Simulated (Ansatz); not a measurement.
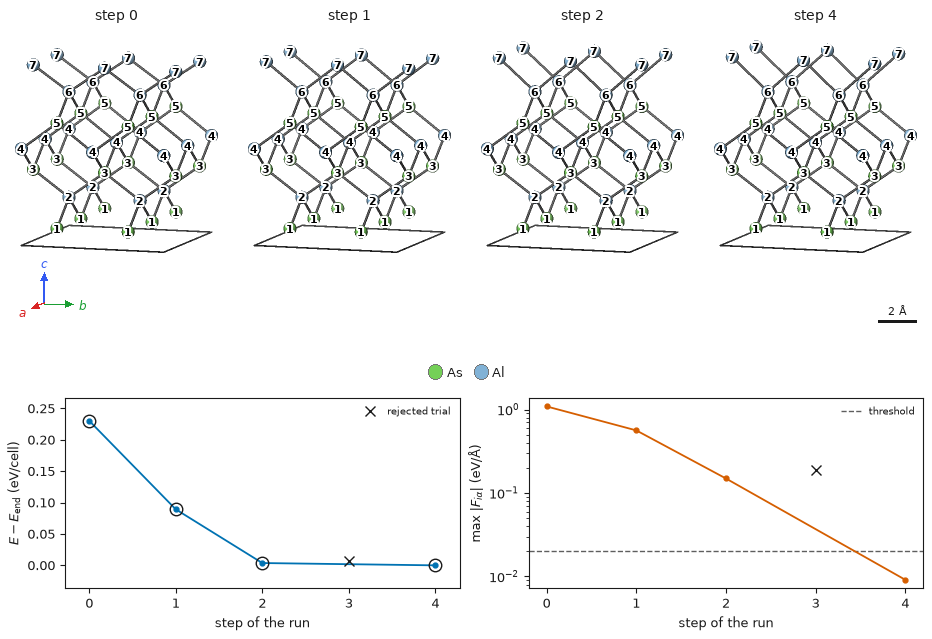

Frames of a constrained relaxation of a slab of composition Al4As3 (cut from the F-43m phase), marked on the history of the run. Style: ball-and-stick. Shown: the 2 × 2 repeat of the cell, outlined in the plane, without the vacuum, slightly off an axis.

Case: Al over the place (0/4, 2/4) of the surface cell, its height relaxed. The slab is the (1 0 0) face of AlAs with Al on it. 6 atoms are held fixed.

Level of theory: DFT PBEsol, scalar-relativistic, plane waves, PAW in Ansatz.

Input
```yaml
crystal:
  lattice:
    - [4.0125456562, 0.0, 0.0]
    - [0.0, 4.0125456562, 0.0]
    - [0.0, 0.0, 26.0932456083]
  atoms:
    - { symbol: As, position: [0.0, 0.5, 0.3257547999] }
    - { symbol: Al, position: [0.5, 0.5, 0.3801232422] }
    - { symbol: As, position: [0.5, 0.0, 0.4344916847] }
    - { symbol: Al, position: [0.0, 0.0, 0.4871067024] }
    - { symbol: As, position: [0.0, 0.5, 0.5437549896] }
    - { symbol: Al, position: [0.5, 0.5, 0.5983507225] }
    - { symbol: Al, position: [0.5, 1.0, 0.6504714905], spin: 1.0 }
basis:
  ecutwfc: 420
kpoints:
  mp_grid: { grid: [7, 7, 1] }
hamiltonian:
  xc: pbesol
scf:
  occupations: { method: gaussian, width: 0.05 }
output:
  forces: true
  eigenvalues: true
  populations: true
magnetization:
  spin_polarized: true
relax:
  adjacent_minimum: "off"
  f_tol: 0.02
  max_steps: 25
  constraints: [{ sites: [0, 1, 2, 3, 4, 5] }, { site: 6, fix: xy }]
efield:
  axis: 3
  dipole_correction: true
  ramp_width: 0.04
```

Launched with:
```bash
ansatz run input.yaml --threads 2 --pin off --max-ram 5120MiB --backend cpu --events-out ev --progress --plain --runs-dir out
```

**What happens along the run?**

Over 3 accepted moves (4 points after the start) the energy falls by 0.230 eV per cell of the calculation. The largest force component goes from 1.1 to 0.0091 eV/Å. The line search rejected the trial step at point 3 of the run. The atom that moves furthest is Al7 (0.42 Å along the normal (+c)). As stays in place. The lattice vectors keep their values. Some distances before and after: Al6–Al7 2.424 → 2.685 Å. Among the angles between lasting bonds that change: Al7–Al6–Al7 111.7° → 96.7°, As5–Al6–Al7 109.0° → 112.6°. Cost: 3.1 min on 2 threads of Arm Neoverse V2, on a shared host, peak memory 0.8 GiB. From step 0 to 1: Al7 moves most (0.17 Å), energy −0.141 eV per cell of the calculation. From step 1 to 2: Al7 moves most (0.20 Å), energy −85.6 meV per cell of the calculation. From step 2 to 4: Al7 moves most (0.05 Å), energy −3.7 meV per cell of the calculation.

| step | E − E(0), meV/atom | largest force component, eV/Å | note |
| --- | --- | --- | --- |
| 0 | 0.00 | 1.0896 |  |
| 1 | -20.14 | 0.5625 |  |
| 2 | -32.36 | 0.1492 |  |
| 3 | -31.98 | 0.1863 | rejected |
| 4 | -32.89 | 0.0091 |  |

Limits of the set-up: the periodic images lie only 4.0 Å apart, so the values are limited by the cell's size.
